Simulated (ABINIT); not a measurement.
**Geometry relaxation of C (part 2 of 3)**

C (P6₃/mmc, 4 atoms in the cell); Kohn-Sham DFT of a periodic cell, PBE, PseudoDojo NC SR PBE v0.4.1 standard, no spin polarisation (ABINIT 10.8.3); cutoff 1115.67 eV, 9×9×5 k-mesh, fermi-dirac of 0.05 eV. The structure derives from an entry of the Crystallography Open Database.

Geometry of the input (Å; fractional positions):
```
2.5221  0.0000  0.0000
-1.2611  2.1842  0.0000
0.0000  0.0000  4.1186
C  0.6667  0.3333  0.9375
C  0.3333  0.6667  0.4375
C  0.6667  0.3333  0.5625
C  0.3333  0.6667  0.0625
```

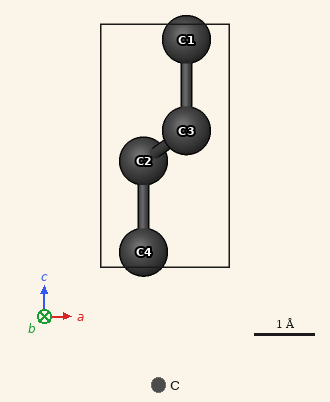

The structure as given in the input (ball-and-stick view of the cell of the calculation, along the b axis; atoms are numbered from 1 in the order of the input).

**Log, continued**
```
--- !ResultsGS
iteration_state: {dtset: 1, itime: 2, icycle: 1, }
comment   : Summary of ground state results
lattice_vectors:
- [  4.7430328,   0.0000000,   0.0000000, ]
- [ -2.3715164,   4.1075869,   0.0000000, ]
- [  0.0000000,   0.0000000,   7.9426149, ]
lattice_lengths: [   4.74303,    4.74303,    7.94261, ]
lattice_angles: [ 90.000,  90.000, 120.000, ] # degrees, (23, 13, 12)
lattice_volume:   1.5474136E+02
convergence: {deltae: -4.796E-13, res2:  2.556E-14, residm:  1.476E-04, diffor: null, }
etotal    :  -2.40715432E+01
entropy   :   0.00000000E+00
fermie    :   4.28785696E-01
cartesian_stress_tensor: # hartree/bohr^3
- [ -4.11029185E-05,   0.00000000E+00,   0.00000000E+00, ]
- [  0.00000000E+00,  -4.11029189E-05,   0.00000000E+00, ]
- [  0.00000000E+00,   0.00000000E+00,   2.24309267E-04, ]
pressure_GPa:  -1.3936E+00
xred      :
- [  6.6667E-01,   3.3333E-01,   9.3739E-01,  C]
- [  3.3333E-01,   6.6667E-01,   4.3739E-01,  C]
- [  6.6667E-01,   3.3333E-01,   5.6261E-01,  C]
- [  3.3333E-01,   6.6667E-01,   6.2606E-02,  C]
cartesian_forces: # hartree/bohr
- [ -1.41926343E-28,  -1.63882425E-29,  -6.68588385E-04, ]
- [ -2.83852686E-29,  -8.19412125E-29,  -6.68588385E-04, ]
- [  1.98696880E-28,  -2.13047152E-28,   6.68588385E-04, ]
- [ -2.83852686E-29,   3.11376607E-28,   6.68588385E-04, ]
force_length_stats: {min:   6.68588385E-04, max:   6.68588385E-04, mean:   6.68588385E-04, }
...

 Integrated electronic density in atomic spheres:
 ------------------------------------------------
 Atom  Sphere_radius  Integrated_density
    1        2.00000          4.67300207
    2        2.00000          4.67300207
    3        2.00000          4.67300207
    4        2.00000          4.67300207

---OUTPUT-----------------------------------------------------------------------

 Cartesian coordinates (xcart) [bohr]
  2.37151641688921E+00  1.36919564170321E+00  7.44535693323468E+00
  6.02659989731224E-17  2.73839128340641E+00  3.47404947006558E+00
  2.37151641688921E+00  1.36919564170321E+00  4.46856545627262E+00
  6.02659989731224E-17  2.73839128340641E+00  4.97257993103520E-01
 Reduced coordinates (xred)
  6.66666666666667E-01  3.33333333333333E-01  9.37393667234882E-01
  3.33333333333333E-01  6.66666666666667E-01  4.37393667234882E-01
  6.66666666666667E-01  3.33333333333333E-01  5.62606332765118E-01
  3.33333333333333E-01  6.66666666666667E-01  6.26063327651176E-02
 Cartesian forces (fcart) [Ha/bohr]; max,rms= 6.68588E-04 3.86010E-04 (free atoms)
 -1.41926343202718E-28 -1.63882424903432E-29 -6.68588385404984E-04
 -2.83852686405436E-29 -8.19412124517161E-29 -6.68588385404984E-04
  1.98696880483805E-28 -2.13047152374462E-28  6.68588385404984E-04
 -2.83852686405436E-29  3.11376607316521E-28  6.68588385404984E-04
 Gradient of E wrt nuclear positions in reduced coordinates (gred)
  6.73161305788597E-28 -2.69264522315439E-28  5.31034008949398E-03
  1.34632261157719E-28  2.69264522315439E-28  5.31034008949398E-03
 -9.42425828104035E-28  1.34632261157719E-27 -5.31034008949398E-03
  1.34632261157719E-28 -1.34632261157719E-27 -5.31034008949398E-03
 Scale of Primitive Cell (acell) [bohr]
  4.74303283377842E+00  4.74303283384234E+00  7.94261492633820E+00
 Real space primitive translations (rprimd) [bohr]
  4.74303283377842E+00  0.00000000000000E+00  0.00000000000000E+00
 -2.37151641688921E+00  4.10758692510962E+00  0.00000000000000E+00
  0.00000000000000E+00  0.00000000000000E+00  7.94261492633820E+00
 Unitary Cell Volume (ucvol) [Bohr^3]=  1.54741357140231E+02
 Angles (23,13,12)= [degrees]
  9.00000000000000E+01  9.00000000000000E+01  1.19999999999554E+02
 Lengths [Bohr]
  4.74303283377842E+00  4.74303283384234E+00  7.94261492633820E+00
 Stress tensor in cartesian coordinates (strten) [Ha/bohr^3]
 -4.11029184807076E-05  0.00000000000000E+00  0.00000000000000E+00
  0.00000000000000E+00 -4.11029188935510E-05  0.00000000000000E+00
  0.00000000000000E+00  0.00000000000000E+00  2.24309266551797E-04
 Total energy (etotal) [Ha]= -2.40715431944459E+01

 Difference of energy with previous step (new-old):
           Absolute (Ha)=-7.81370E-04
           Relative     =-3.24609E-05

--- Iteration: ( 3/50) Internal Cycle: (1/1)
--------------------------------------------------------------------------------

---SELF-CONSISTENT-FIELD CONVERGENCE--------------------------------------------

--- !BeginCycle
iteration_state: {dtset: 1, itime: 3, icycle: 1, }
solver: {iscf: 7, nstep: 80, nline: 4, wfoptalg: 0, }
tolerances: {tolvrs: 1.00E-12, }
...

     iter   Etot(hartree)      deltaE(h)  residm     vres2
 ETOT  1  -24.071620573415    -2.407E+01 4.389E-02 1.652E-01
 ETOT  2  -24.071641387888    -2.081E-05 1.321E-04 1.374E-03
 ETOT  3  -24.071641512788    -1.249E-07 7.242E-06 6.187E-05
 ETOT  4  -24.071641516701    -3.913E-09 2.112E-05 4.974E-07
 ETOT  5  -24.071641516725    -2.315E-11 3.785E-06 2.625E-09
 ETOT  6  -24.071641516725    -2.274E-13 4.027E-06 3.372E-11
 ETOT  7  -24.071641516725    -5.684E-14 2.258E-06 2.155E-13

 At SCF step    7       vres2   =  2.16E-13 < tolvrs=  1.00E-12 =>converged.

 Cartesian components of stress tensor (hartree/bohr^3)
  sigma(1 1)= -2.00813698E-06  sigma(3 2)=  0.00000000E+00
  sigma(2 2)= -2.00813740E-06  sigma(3 1)=  0.00000000E+00
  sigma(3 3)=  8.74365570E-06  sigma(2 1)=  0.00000000E+00

--- !ResultsGS
iteration_state: {dtset: 1, itime: 3, icycle: 1, }
comment   : Summary of ground state results
lattice_vectors:
- [  4.7474961,   0.0000000,   0.0000000, ]
- [ -2.3737480,   4.1114522,   0.0000000, ]
- [  0.0000000,   0.0000000,   7.9027871, ]
lattice_lengths: [   4.74750,    4.74750,    7.90279, ]
lattice_angles: [ 90.000,  90.000, 120.000, ] # degrees, (23, 13, 12)
lattice_volume:   1.5425532E+02
convergence: {deltae: -5.684E-14, res2:  2.155E-13, residm:  2.258E-06, diffor: null, }
etotal    :  -2.40716415E+01
entropy   :   0.00000000E+00
fermie    :   4.49505904E-01
cartesian_stress_tensor: # hartree/bohr^3
- [ -2.00813698E-06,   0.00000000E+00,   0.00000000E+00, ]
- [  0.00000000E+00,  -2.00813740E-06,   0.00000000E+00, ]
- [  0.00000000E+00,   0.00000000E+00,   8.74365570E-06, ]
pressure_GPa:  -4.6361E-02
xred      :
- [  6.6667E-01,   3.3333E-01,   9.3733E-01,  C]
- [  3.3333E-01,   6.6667E-01,   4.3733E-01,  C]
- [  6.6667E-01,   3.3333E-01,   5.6267E-01,  C]
- [  3.3333E-01,   6.6667E-01,   6.2673E-02,  C]
cartesian_forces: # hartree/bohr
- [ -2.55227245E-28,   4.91185063E-29,  -3.58056415E-04, ]
- [  1.98510080E-28,   4.91185063E-29,  -3.58056415E-04, ]
- [  8.50757484E-29,  -1.63728354E-29,   3.58056415E-04, ]
- [ -2.83585828E-29,  -8.18641771E-29,   3.58056415E-04, ]
force_length_stats: {min:   3.58056415E-04, max:   3.58056415E-04, mean:   3.58056415E-04, }
...

 Integrated electronic density in atomic spheres:
 ------------------------------------------------
 Atom  Sphere_radius  Integrated_density
    1        2.00000          4.68913294
    2        2.00000          4.68913294
    3        2.00000          4.68913294
    4        2.00000          4.68913294

---OUTPUT-----------------------------------------------------------------------

 Cartesian coordinates (xcart) [bohr]
  2.37374804765913E+00  1.37048407432897E+00  7.40749796659951E+00
  2.08213148661036E-16  2.74096814865795E+00  3.45610440640742E+00
  2.37374804765913E+00  1.37048407432897E+00  4.44668271397676E+00
  2.08213148661036E-16  2.74096814865795E+00  4.95289153784668E-01
 Reduced coordinates (xred)
  6.66666666666667E-01  3.33333333333333E-01  9.37327281345193E-01
  3.33333333333333E-01  6.66666666666667E-01  4.37327281345193E-01
  6.66666666666667E-01  3.33333333333333E-01  5.62672718654807E-01
  3.33333333333333E-01  6.66666666666667E-01  6.26727186548067E-02
 Cartesian forces (fcart) [Ha/bohr]; max,rms= 3.58056E-04 2.06724E-04 (free atoms)
 -2.55227245287128E-28  4.91185062561340E-29 -3.58056415184078E-04
  1.98510079667766E-28  4.91185062561340E-29 -3.58056415184078E-04
  8.50757484290425E-29 -1.63728354187113E-29  3.58056415184078E-04
 -2.83585828096808E-29 -8.18641770935566E-29  3.58056415184078E-04
 Gradient of E wrt nuclear positions in reduced coordinates (gred)
  1.21169035041947E-27 -8.07793566946316E-28  2.82964362628766E-03
 -9.42425828104035E-28  2.69264522315439E-28  2.82964362628766E-03
 -4.03896783473158E-28  2.69264522315439E-28 -2.82964362628766E-03
  1.34632261157719E-28  2.69264522315439E-28 -2.82964362628766E-03
 Scale of Primitive Cell (acell) [bohr]
  4.74749609531826E+00  4.74749609538224E+00  7.90278712038418E+00
 Real space primitive translations (rprimd) [bohr]
  4.74749609531826E+00  0.00000000000000E+00  0.00000000000000E+00
 -2.37374804765913E+00  4.11145222298692E+00  0.00000000000000E+00
  0.00000000000000E+00  0.00000000000000E+00  7.90278712038418E+00
 Unitary Cell Volume (ucvol) [Bohr^3]=  1.54255318751169E+02
 Angles (23,13,12)= [degrees]
  9.00000000000000E+01  9.00000000000000E+01  1.19999999999554E+02
 Lengths [Bohr]
  4.74749609531826E+00  4.74749609538224E+00  7.90278712038418E+00
 Stress tensor in cartesian coordinates (strten) [Ha/bohr^3]
 -2.00813698399138E-06  0.00000000000000E+00  0.00000000000000E+00
  0.00000000000000E+00 -2.00813740085584E-06  0.00000000000000E+00
  0.00000000000000E+00  0.00000000000000E+00  8.74365570459161E-06
 Total energy (etotal) [Ha]= -2.40716415167248E+01

 Difference of energy with previous step (new-old):
           Absolute (Ha)=-9.83223E-05
           Relative     =-4.08458E-06

--- Iteration: ( 4/50) Internal Cycle: (1/1)
--------------------------------------------------------------------------------

---SELF-CONSISTENT-FIELD CONVERGENCE--------------------------------------------

--- !BeginCycle
iteration_state: {dtset: 1, itime: 4, icycle: 1, }
solver: {iscf: 7, nstep: 80, nline: 4, wfoptalg: 0, }
tolerances: {tolvrs: 1.00E-12, }
...

     iter   Etot(hartree)      deltaE(h)  residm     vres2
 ETOT  1  -24.071641908728    -2.407E+01 5.427E-07 1.681E-03
 ETOT  2  -24.071641999339    -9.061E-08 6.134E-07 4.019E-06
 ETOT  3  -24.071641999740    -4.009E-10 3.861E-06 1.349E-07
 ETOT  4  -24.071641999749    -8.654E-12 4.603E-07 1.518E-09
 ETOT  5  -24.071641999749    -1.457E-13 1.277E-06 7.434E-12
 ETOT  6  -24.071641999749     9.948E-14 3.650E-07 3.838E-14

 At SCF step    6       vres2   =  3.84E-14 < tolvrs=  1.00E-12 =>converged.

 Cartesian components of stress tensor (hartree/bohr^3)
  sigma(1 1)=  4.39318439E-07  sigma(3 2)=  0.00000000E+00
  sigma(2 2)=  4.39318022E-07  sigma(3 1)=  0.00000000E+00
  sigma(3 3)= -3.25931386E-07  sigma(2 1)=  0.00000000E+00

--- !ResultsGS
iteration_state: {dtset: 1, itime: 4, icycle: 1, }
comment   : Summary of ground state results
lattice_vectors:
- [  4.7477416,   0.0000000,   0.0000000, ]
- [ -2.3738708,   4.1116648,   0.0000000, ]
- [  0.0000000,   0.0000000,   7.9011232, ]
lattice_lengths: [   4.74774,    4.74774,    7.90112, ]
lattice_angles: [ 90.000,  90.000, 120.000, ] # degrees, (23, 13, 12)
lattice_volume:   1.5423879E+02
convergence: {deltae:  9.948E-14, res2:  3.838E-14, residm:  3.650E-07, diffor: null, }
etotal    :  -2.40716420E+01
entropy   :   0.00000000E+00
fermie    :   4.49420711E-01
cartesian_stress_tensor: # hartree/bohr^3
- [  4.39318439E-07,   0.00000000E+00,   0.00000000E+00, ]
- [  0.00000000E+00,   4.39318022E-07,   0.00000000E+00, ]
- [  0.00000000E+00,   0.00000000E+00,  -3.25931386E-07, ]
pressure_GPa:  -5.4204E-03
xred      :
- [  6.6667E-01,   3.3333E-01,   9.3728E-01,  C]
- [  3.3333E-01,   6.6667E-01,   4.3728E-01,  C]
- [  6.6667E-01,   3.3333E-01,   5.6272E-01,  C]
- [  3.3333E-01,   6.6667E-01,   6.2721E-02,  C]
cartesian_forces: # hartree/bohr
- [ -3.11928284E-28,  -1.14603923E-28,  -8.08487919E-05, ]
- [  2.83571167E-29,   8.18599448E-29,  -8.08487919E-05, ]
- [ -8.50713501E-29,   1.63719890E-29,   8.08487919E-05, ]
- [  3.68642517E-28,   1.63719890E-29,   8.08487919E-05, ]
force_length_stats: {min:   8.08487919E-05, max:   8.08487919E-05, mean:   8.08487919E-05, }
...

 Integrated electronic density in atomic spheres:
 ------------------------------------------------
 Atom  Sphere_radius  Integrated_density
    1        2.00000          4.68909448
    2        2.00000          4.68909448
    3        2.00000          4.68909448
    4        2.00000          4.68909448

---OUTPUT-----------------------------------------------------------------------

 Cartesian coordinates (xcart) [bohr]
  2.37387077532548E+00  1.37055493118018E+00  7.40555763374465E+00
 -1.38359981000268E-17  2.74110986236035E+00  3.45499602671238E+00
  2.37387077532548E+00  1.37055493118018E+00  4.44612718735215E+00
 -1.38359981000268E-17  2.74110986236035E+00  4.95565580319885E-01
 Reduced coordinates (xred)
  6.66666666666667E-01  3.33333333333333E-01  9.37279097301287E-01
  3.33333333333333E-01  6.66666666666667E-01  4.37279097301287E-01
  6.66666666666667E-01  3.33333333333333E-01  5.62720902698713E-01
  3.33333333333333E-01  6.66666666666667E-01  6.27209026987131E-02
 Cartesian forces (fcart) [Ha/bohr]; max,rms= 8.08488E-05 4.66781E-05 (free atoms)
 -3.11928283571346E-28 -1.14603922671979E-28 -8.08487919490041E-05
  2.83571166883042E-29  8.18599447656993E-29 -8.08487919490041E-05
 -8.50713500649125E-29  1.63719889531399E-29  8.08487919490041E-05
  3.68642516947954E-28  1.63719889531399E-29  8.08487919490041E-05
 Gradient of E wrt nuclear positions in reduced coordinates (gred)
  1.48095487273491E-27 -2.69264522315439E-28  6.38796266897351E-04
 -1.34632261157719E-28 -2.69264522315439E-28  6.38796266897351E-04
  4.03896783473158E-28 -2.69264522315439E-28 -6.38796266897351E-04
 -1.75021939505035E-27  8.07793566946316E-28 -6.38796266897351E-04
 Scale of Primitive Cell (acell) [bohr]
  4.74774155065096E+00  4.74774155071494E+00  7.90112321406454E+00
 Real space primitive translations (rprimd) [bohr]
  4.74774155065096E+00  0.00000000000000E+00  0.00000000000000E+00
 -2.37387077532548E+00  4.11166479354053E+00  0.00000000000000E+00
  0.00000000000000E+00  0.00000000000000E+00  7.90112321406454E+00
 Unitary Cell Volume (ucvol) [Bohr^3]=  1.54238788481406E+02
 Angles (23,13,12)= [degrees]
  9.00000000000000E+01  9.00000000000000E+01  1.19999999999554E+02
 Lengths [Bohr]
  4.74774155065096E+00  4.74774155071494E+00  7.90112321406454E+00
 Stress tensor in cartesian coordinates (strten) [Ha/bohr^3]
  4.39318439062961E-07  0.00000000000000E+00  0.00000000000000E+00
  0.00000000000000E+00  4.39318022021559E-07  0.00000000000000E+00
  0.00000000000000E+00  0.00000000000000E+00 -3.25931385897898E-07
 Total energy (etotal) [Ha]= -2.40716419997489E+01

 Difference of energy with previous step (new-old):
           Absolute (Ha)=-4.83024E-07
           Relative     =-2.00661E-08

--- Iteration: ( 5/50) Internal Cycle: (1/1)
--------------------------------------------------------------------------------

---SELF-CONSISTENT-FIELD CONVERGENCE--------------------------------------------

--- !BeginCycle
iteration_state: {dtset: 1, itime: 5, icycle: 1, }
solver: {iscf: 7, nstep: 80, nline: 4, wfoptalg: 0, }
tolerances: {tolvrs: 1.00E-12, }
...

     iter   Etot(hartree)      deltaE(h)  residm     vres2
 ETOT  1  -24.071642017207    -2.407E+01 2.547E-07 8.251E-05
 ETOT  2  -24.071642018428    -1.220E-09 2.399E-07 1.477E-07
 ETOT  3  -24.071642018434    -5.969E-12 3.080E-07 4.185E-09
 ETOT  4  -24.071642018434    -3.020E-13 2.037E-07 3.812E-11
 ETOT  5  -24.071642018434    -1.101E-13 2.549E-07 5.995E-13

 At SCF step    5       vres2   =  5.99E-13 < tolvrs=  1.00E-12 =>converged.

 Cartesian components of stress tensor (hartree/bohr^3)
  sigma(1 1)= -5.37854057E-08  sigma(3 2)=  0.00000000E+00
  sigma(2 2)= -5.37858228E-08  sigma(3 1)=  0.00000000E+00
  sigma(3 3)= -2.87469164E-07  sigma(2 1)=  0.00000000E+00
```
